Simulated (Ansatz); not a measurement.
## Graphene armchair nanoribbon, H-capped: how far the plane-wave cutoff must go

Aim: find how far the plane-wave cutoff can be loosened while the forces stay near those of the strictest setting.

Method: Kohn-Sham DFT, PBE+D4, PAW set soft_1, plane waves, in Ansatz 0.2.0.

## 1. Set-up

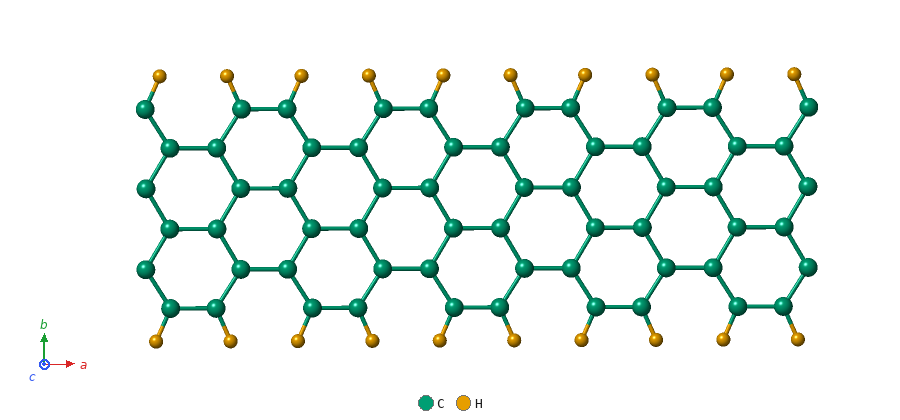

The starting structure, seen from the side, with the a axis across the page (carbon teal, hydrogen orange).

The cell holds 80 atoms: 60 C and 20 H. Its edges and angles: a = 21.304 Å, b = 18.038 Å, c = 10.000 Å, α = 90.0°, β = 90.0°, γ = 90.0°. Graphene (a = 2.46 A), rectangular cell with x along the armchair direction; strip 8 A wide, 5 periods, edges capped with H, 10 A of vacuum; minimised with a classical potential. Regions: sheet, 60 atoms (60 C); hydrogen, 20 atoms (20 H). Vacuum lies along b and c. The structure's axis is a.

## 2. The script

The structure comes from a classical simulation and is read from a file. Only Γ is sampled; the cell is 21.3 Å or more across in its periodic directions. A smearing of 0.025 eV is typed, for levels that come near the Fermi level; it changes nothing where a wide gap is open. A dispersion term (D4) is added as well, though little in this cell is weakly bound. The PAW files are read from a folder beside the script (Ansatz's set soft_1), and the density starts from superposed atoms. The highest cutoff serves as the reference; forces are the test that matters for later relaxations, while absolute energies converge more slowly and partly cancel in differences.

The input, cell.xyz:

```xyz
80
Lattice="21.3042 0.0000 0.0000 0.0000 18.0379 0.0000 0.0000 0.0000 10.0000" Properties=species:S:1:pos:R:3 pbc="T T T"
C     0.7028    7.2047    5.0000
C     1.4474    6.0416    5.0000
C     2.8134    6.0416    5.0000
C     3.5580    7.2047    5.0000
C     0.7082    9.6222    5.0000
C     1.4223    8.4158    5.0000
C     2.8386    8.4158    5.0000
C     3.5527    9.6222    5.0000
C     0.6830   11.9963    5.0000
C     1.4276   10.8332    5.0000
C     2.8332   10.8332    5.0000
C     3.5778   11.9963    5.0000
C     4.9637    7.2047    5.0000
C     5.7083    6.0416    5.0000
C     7.0743    6.0416    5.0000
C     7.8189    7.2047    5.0000
C     4.9690    9.6222    5.0000
C     5.6831    8.4158    5.0000
C     7.0994    8.4158    5.0000
C     7.8135    9.6222    5.0000
C     4.9439   11.9963    5.0000
C     5.6884   10.8332    5.0000
C     7.0941   10.8332    5.0000
C     7.8387   11.9963    5.0000
C     9.2245    7.2047    5.0000
C     9.9691    6.0416    5.0000
C    11.3351    6.0416    5.0000
C    12.0797    7.2047    5.0000
C     9.2298    9.6222    5.0000
C     9.9440    8.4158    5.0000
C    11.3603    8.4158    5.0000
C    12.0744    9.6222    5.0000
C     9.2047   11.9963    5.0000
C     9.9493   10.8332    5.0000
C    11.3549   10.8332    5.0000
C    12.0995   11.9963    5.0000
C    13.4854    7.2047    5.0000
C    14.2299    6.0416    5.0000
C    15.5960    6.0416    5.0000
C    16.3405    7.2047    5.0000
C    13.4907    9.6222    5.0000
C    14.2048    8.4158    5.0000
C    15.6211    8.4158    5.0000
C    16.3352    9.6222    5.0000
C    13.4655   11.9963    5.0000
C    14.2101   10.8332    5.0000
C    15.6158   10.8332    5.0000
C    16.3604   11.9963    5.0000
C    17.7462    7.2047    5.0000
C    18.4908    6.0416    5.0000
C    19.8568    6.0416    5.0000
C    20.6014    7.2047    5.0000
C    17.7515    9.6222    5.0000
C    18.4656    8.4158    5.0000
C    19.8820    8.4158    5.0000
C    20.5961    9.6222    5.0000
C    17.7264   11.9963    5.0000
C    18.4710   10.8332    5.0000
C    19.8766   10.8332    5.0000
C    20.6212   11.9963    5.0000
H     1.0113    5.0541    5.0000
H     3.2495    5.0541    5.0000
H     1.1191   12.9839    5.0000
H     3.1417   12.9839    5.0000
H     5.2722    5.0541    5.0000
H     7.5104    5.0541    5.0000
H     5.3800   12.9839    5.0000
H     7.4026   12.9839    5.0000
H     9.5330    5.0541    5.0000
H    11.7712    5.0541    5.0000
H     9.6408   12.9839    5.0000
H    11.6634   12.9839    5.0000
H    13.7938    5.0541    5.0000
H    16.0321    5.0541    5.0000
H    13.9016   12.9839    5.0000
H    15.9243   12.9839    5.0000
H    18.0547    5.0541    5.0000
H    20.2929    5.0541    5.0000
H    18.1625   12.9839    5.0000
H    20.1851   12.9839    5.0000
```

The input, converge.py:

```python
import time
import warnings
import numpy as np
from ase.io import read
import ansatz as az

warnings.simplefilter("ignore", az.DeckWarning)
atoms = read("cell.xyz")
print("formula", atoms.get_chemical_formula(mode="reduce") if len(atoms) < 20 else atoms.get_chemical_formula())
print("cell (A, deg)", np.round(atoms.cell.cellpar(), 3))

base = (
    az.Crystal.from_ase(atoms)
    .calculation()
    .functional("pbe", dispersion="d4")
    .pseudopotentials("paw", azcp={"folder": "./paw"}, xc_functional="pbe")
    .kpoints(1, 1, 1)
    .occupations("gaussian", width=0.025)
    .forces()
    .band_table()
)

def gap_of(report):
    e = np.concatenate(report["eigenvalues_ev"]); f = np.concatenate(report["occupations"])
    f = f / f.max()  # a half-filled level counts on both sides, so the gap is then zero
    return e[f > 0.3].max(), e[f < 0.7].min()

rows = []
for cutoff in [200, 250, 300, 350, 420, 500, 600]:
    start = time.time()
    try:
        r = base.basis(cutoff).run(threads=8).report
    except az.AnsatzError as error:
        print(cutoff, 'failed:', str(error)[:110])
        continue
    homo, lumo = gap_of(r)
    rows.append((cutoff, r['free_energy_ev'] / len(atoms), np.array(r['forces_ev_ang']), max(lumo - homo, 0), np.nan, r['n_iterations'], time.time() - start))
    print(cutoff, f"F = {r['free_energy_ev']:.4f} eV, {r['n_iterations']} iterations, {time.time() - start:.0f} s", flush=True)

ref = rows[-1]
scale = np.sqrt(np.mean(ref[2] ** 2))
print(f"r.m.s. force of the reference: {scale:.3f} eV/A")
print("  cutoff  dE (meV/atom)  dF rms (meV/A)  dF (%)  gap (eV)  iter  time (s)")
for name, e, f, gap, p, n, t in rows:
    df = np.sqrt(np.mean((f - ref[2]) ** 2))
    print(f"{str(name):>8s} {1000 * (e - ref[1]):14.2f} {1000 * df:15.2f} {100 * df / scale:7.2f} {gap:9.3f} {n:5d} {t:9.1f}")
```

On the command line:

```bash
python converge.py
```

Output:

```text
formula C60H20
cell (A, deg) [21.304 18.038 10.    90.    90.    90.   ]
200 F = -15274.5557 eV, 10 iterations, 2 s
250 F = -15346.1883 eV, 10 iterations, 3 s
300 F = -15369.5914 eV, 10 iterations, 4 s
350 F = -15375.3541 eV, 10 iterations, 5 s
420 F = -15376.7071 eV, 10 iterations, 6 s
500 F = -15376.8221 eV, 10 iterations, 7 s
600 F = -15376.8405 eV, 10 iterations, 10 s
r.m.s. force of the reference: 0.459 eV/A
  cutoff  dE (meV/atom)  dF rms (meV/A)  dF (%)  gap (eV)  iter  time (s)
     200        1278.56          197.53   42.99     1.041    10       2.1
     250         383.15          154.54   33.63     1.060    10       2.9
     300          90.61           39.57    8.61     1.056    10       3.6
     350          18.58            9.59    2.09     1.055    10       4.8
     420           1.67            1.61    0.35     1.055    10       6.0
     500           0.23            0.17    0.04     1.055    10       7.3
     600           0.00            0.00    0.00     1.055    10       9.9
```

The job ended after 37 s (8 threads of AMD EPYC 9B45 (Zen 5), shared host; peak memory 4.9 GiB; 3.6 min of CPU time).

## 3. Analysis

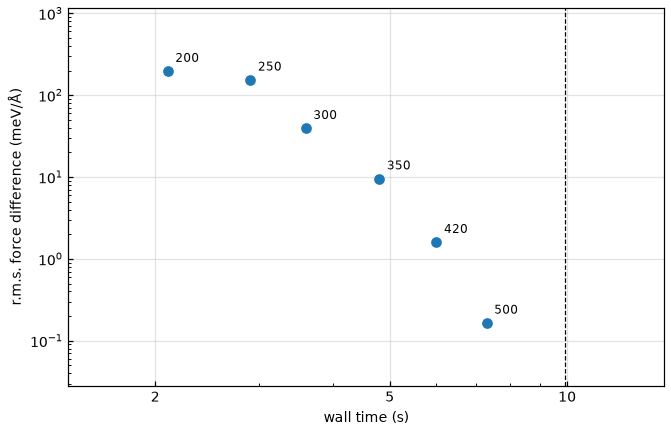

Force difference against time; the dashed line is the time of the reference run (600).

## 4. What came out

```
reference run                           : 600, 9.9 s
r.m.s. force component of the reference : 0.459 eV/Å
largest r.m.s. force difference         : 198 meV/Å (200)
smallest r.m.s. force difference        : 0.165 meV/Å (500)
energy differences                      : 0.230 to 1279 meV/atom
```

In words: The cheapest setting whose forces lie within 1 % of the reference is 420 eV, at 0.61 times the reference's time. Notices that the program raised in these runs, those on memory apart (the script silences some of them): cutoff below recommended and structure snapped to symmetry.

[Logs are printed without paths, hosts, clocks, repeated set-up lines and the standing remarks that a program may print on its own settings, such as how far it seeks lower states.]

[Hosts, paths, dates, database ids (printed as entryN), source tags and the programs' standing remarks are cut or masked in the printed files.]

[Scripts of this kind were picked in part by their result: those with far moves, changed bonds, near-zero gaps or large misses at database cells are mostly left out.]
